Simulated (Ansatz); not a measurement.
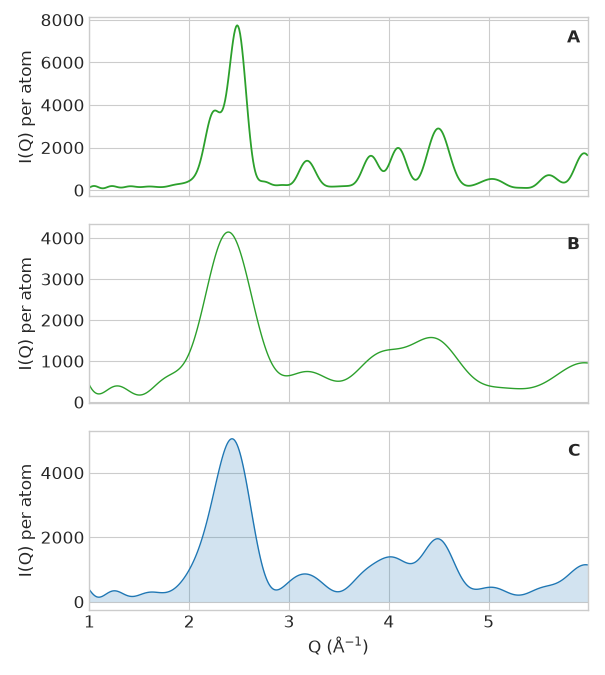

X-ray scattering of spheres cut from the crystal structure of Sn (P6_3/mmc, a = 3.286 Å, b = 3.286 Å, c = 5.468 Å, α = 90.00°, β = 90.00°, γ = 120.00°), calculated atom by atom with the Debye equation (B = 0.5 Å², no relaxation of the surface). Structure used: the input geometry of an electronic-structure calculation (not necessarily at equilibrium); the starting structure was generated, so it need not be a known form of this composition.

Q: The spheres are 14, 20 and 36 Å across. Which curve is which?

A: curve A: 36 Å (931 atoms); curve B: 14 Å (57 atoms); curve C: 20 Å (159 atoms). Peak widths go roughly as 2π/D, so the largest sphere has the sharpest peaks.

Q: Index the main peaks of the largest sphere.

A: Q ≈ 2.48 Å⁻¹: 101; Q ≈ 3.18 Å⁻¹: 102; Q ≈ 3.82 Å⁻¹: 110; Q ≈ 4.09 Å⁻¹: 103; Q ≈ 4.50 Å⁻¹: 112 + 201; Q ≈ 5.60 Å⁻¹: 203.
